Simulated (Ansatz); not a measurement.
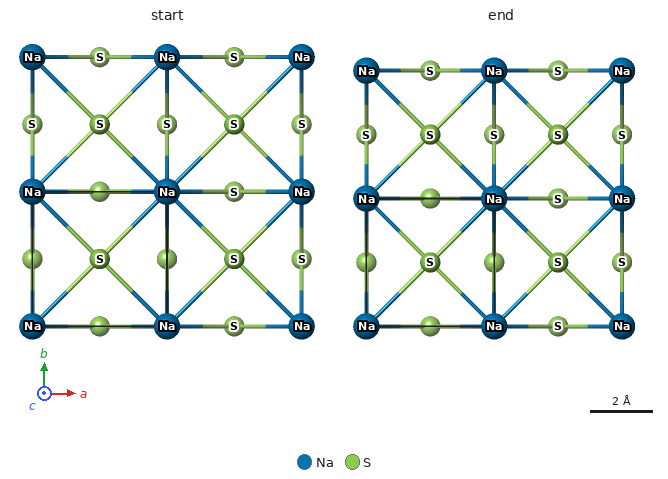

The structure of solid NaS$_{3}$ (built on the Cu3Au (L1_2)_221 type) (coarse preliminary run) before (left) and after (right) a relaxation, at one scale.

Style: ball-and-stick. Shown: the cell of the calculation, repeated 2 × 2 × 1 with one cell outlined, along the c axis.

Case: Cu3Au (L1_2) type (Pm-3m, No. 221).

These are results of DFT PBE, scalar-relativistic, plane waves, PAW (Ansatz), not measurements.

The input:
```yaml
crystal:
  lattice:
    - [4.3435558308, 0.0, 0.0]
    - [0.0, 4.3435558308, 0.0]
    - [0.0, 0.0, 4.3435558308]
  atoms:
    - { symbol: Na, position: [0.0, 0.0, 0.0] }
    - { symbol: S, position: [0.0, 0.5, 0.5] }
    - { symbol: S, position: [0.5, 0.0, 0.5] }
    - { symbol: S, position: [0.5, 0.5, 0.0] }
basis:
  ecutwfc: 420
kpoints:
  mp_grid: { grid: [4, 4, 4] }
hamiltonian:
  xc: pbe
scf:
  occupations: { method: gaussian, width: 0.1 }
  lower_state_search: "off"
output:
  forces: true
  stress: true
  eigenvalues: true
relax:
  adjacent_minimum: "off"
  f_tol: 0.04
  max_steps: 70
  cell: { stress_tol: 0.4 }
```

Launched with:
```bash
ansatz run input.yaml --threads 1 --pin off --max-ram 2560MiB --backend cpu --events-out ev --progress --plain --runs-dir out
```

Describe what moved and what it gained.

The atoms keep their places relative to the cell (all moves are under 0.005 Å). Cell: a = b = c 4.344 → 4.125 Å (−5.0 %). Volume −14.3 %. Near-neighbour distances that change, for instance: Na1–S2 3.071 → 2.917 Å. The space group stays Pm-3m (No. 221). Over 2 accepted moves (3 points after the start) the energy falls by 0.238 eV per cell of the calculation. All forces vanish by symmetry, so only the cell relaxes. Pressure: −5.81 GPa at the start and 0.20 GPa at the end. At 1 point the geometry stayed and the basis and grid were re-selected for the new cell (energy shift of 0.4 meV per cell of the calculation at most each time). Cost: 3.8 s on 1 thread of Arm Neoverse V2, on a shared host, peak memory 0.3 GiB.
